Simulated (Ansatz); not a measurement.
System: SiNi, space group Pmmn (No. 59).

The given structure:
```yaml
crystal:
  lattice:
    - [3.02660, 0.00000, 0.00000]
    - [0.00000, 3.27350, 0.00000]
    - [0.00000, 0.00000, 4.69780]
  atoms:
    - { symbol: Si, position: [0.50000, 0.50000, 0.84230] }
    - { symbol: Si, position: [0.00000, 0.00000, 0.15770] }
    - { symbol: Ni, position: [0.50000, 0.50000, 0.34420] }
    - { symbol: Ni, position: [0.00000, 0.00000, 0.65580] }
```

Calculation (Ansatz 0.2.0): periodic Kohn-Sham DFT of a crystal at fixed atoms, scaled to the stated factor times the given cell; pressure positive in compression. Level: PBE, collinear spin. The state reached is without moments.

| setting | value |
| --- | --- |
| method | frozen-core PAW |
| relativity | scalar |
| k mesh | 11×10×7 |
| occupations | Fermi–Dirac |
| smearing width | 0.05 eV |
| wave cutoff | 420 eV |
| PAW set | soft_2 |

V(given) is 11.64 Å³/atom.

What does the calculation give for the pressure and largest field gradient Vzz against V/V(given)? The V/V(given) takes the values 0.96, 0.99, 1.02, 1.06.

The pressure falls from 9.5 GPa at V/V(given) 0.96 to −8.4 GPa at 1.06, and changes sign near 1.01. The largest field gradient Vzz rises from −3.457 1e21 V/m² at V/V(given) 0.96 to −3.284 1e21 V/m² at 1.06.

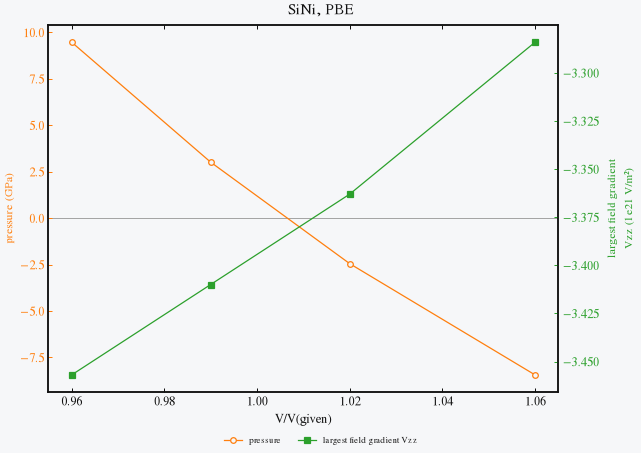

Note: no gap: field gradients move with the k mesh; run without spin, though Ni often carries a moment; shape and atomic fractions are frozen while scaling, which makes layered, chain and framework solids too stiff.
